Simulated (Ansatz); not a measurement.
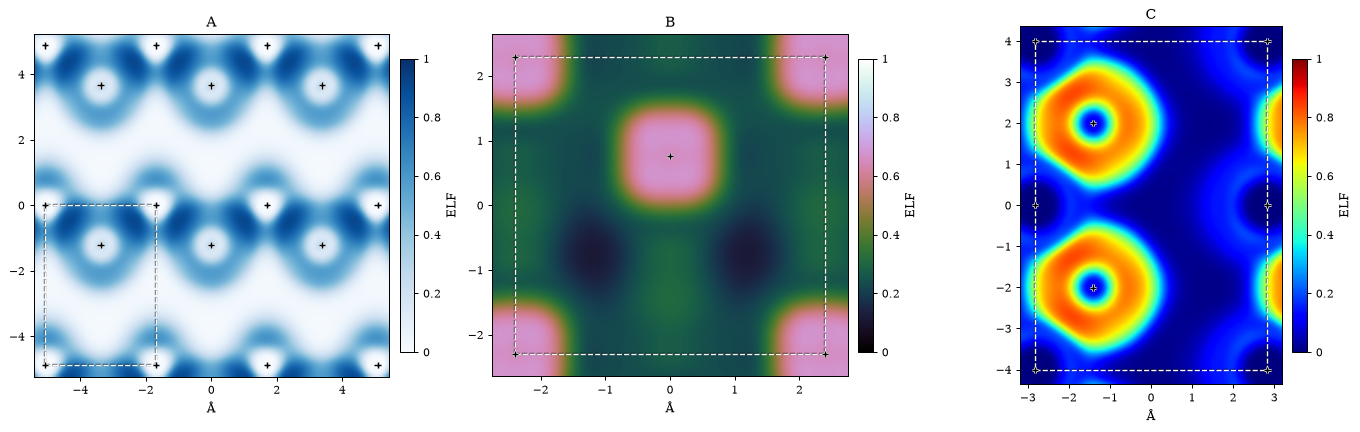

The ELF of 3 systems, each on a plane through atoms (crosses mark nuclei in the plane).

Method: DFT r2SCAN, scalar-relativistic, plane waves, PAW in Ansatz 0.2.0.

System 1: ZnSe, the (110) plane of the conventional cell. Space group F-43m.

```
CELL_PARAMETERS angstrom
5.66760 0.00000 0.00000
0.00000 5.66760 0.00000
0.00000 0.00000 5.66760
ATOMIC_POSITIONS crystal
Zn 0.00000 0.50000 0.50000
Zn 0.50000 0.00000 0.50000
Zn 0.50000 0.50000 0.00000
Zn 0.00000 0.00000 0.00000
Se 0.75000 0.25000 0.25000
Se 0.25000 0.75000 0.25000
Se 0.25000 0.25000 0.75000
Se 0.75000 0.75000 0.75000
```

System 2: BAs, the (100) plane of the conventional cell. Space group I-4m2; changed on purpose from its base cell (strain +0.0200 x Voigt [0, 1, 0, 0, 0, 0], atoms carried along); computed pressure about −3 GPa in this cell.

```xyz
4
Lattice="-2.3919 0.0000 2.3919 2.3919 0.0000 2.3919 0.0000 4.8795 0.0000" Properties=species:S:1:pos:R:3 pbc="T T T"
B     0.0000    0.0000    0.0000
B     0.0000    2.4398    2.3919
As   -1.1960    1.2199    1.1960
As    1.1960    3.6596    1.1960
```

System 3: Pt, the (110) plane of the conventional cell. Space group P6₃/mmc; a structure from a database of computed crystals, not necessarily the ambient phase; changed on purpose from its base cell (strain -0.040 along x and y, +0.000 along z, atoms carried along); computed pressure about 19 GPa in this cell.

```
Pt
1.0
     2.65024    0.00000    0.00000
    -1.32512    2.29517    0.00000
     0.00000    0.00000    4.79213
Pt
2
Direct
  0.66667 0.33333 0.75000
  0.33333 0.66667 0.25000
```

### Which map belongs to which system?

Panel A is system 2, BAs: the plane holds B and As. B–As (2.09 Å): the ELF peaks at about 0.90 between the atoms: localised, covalent bonding. Panel B is system 3, Pt: the plane holds Pt. Pt–Pt (2.84 Å): the ELF is about 0.25 at the midpoint: no shared electron pair shows on this line. Panel C is system 1, ZnSe: the plane holds Zn and Se. Zn–Se (2.45 Å): the ELF is about 0.60 at the midpoint.
